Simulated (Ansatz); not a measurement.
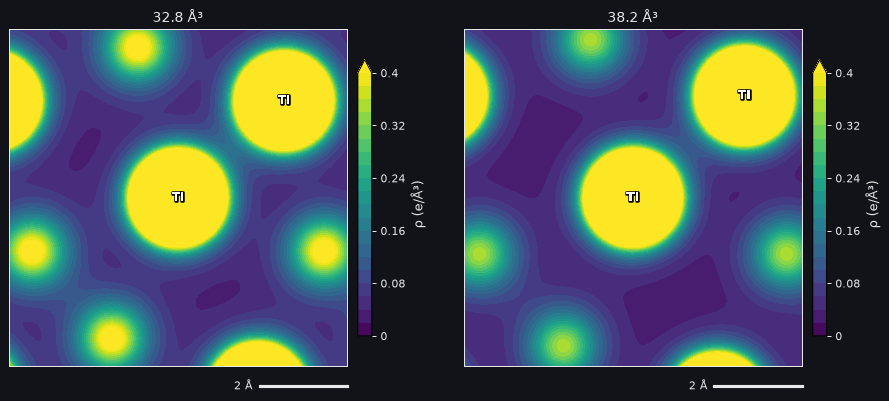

Tl. The valence electron density of cells scaled evenly to different volumes (given per atom above each panel), on the (111) plane of each (indices in the axes of the cell below), at one length scale and on one colour scale.

A generated structure, not necessarily the stable one; computed without spin polarisation.

All numbers below come from DFT, RPBE, plane waves (420 eV) with PAW, scalar-relativistic in Ansatz 0.2.0.

The largest cell:

```
Tl
1.0
     5.99689    0.00000    0.00000
    -2.99844    5.19346    0.00000
     0.00000    0.00000    3.68368
Tl
3
Direct
  0.00000 0.00000 0.00000
  0.33333 0.66667 0.50000
  0.66667 0.33333 0.50000
```

| volume (Å³/atom) | Tl–Tl contact in the plane (Å) | ρ at its midpoint (e/Å³) | 
| --- | --- | --- |
| 32.78 | 3.289 | 0.145 | 
| 34.14 | 3.334 | ? | 
| 38.24 | 3.462 | 0.109 | 

### What values belong in the row with question marks?

Over the known rows ln ρ falls by 1.65 per Å of Tl–Tl distance (the line through the two), which gives 0.135 e/Å³ at 3.334 Å; the calculation gives 0.135 e/Å³.
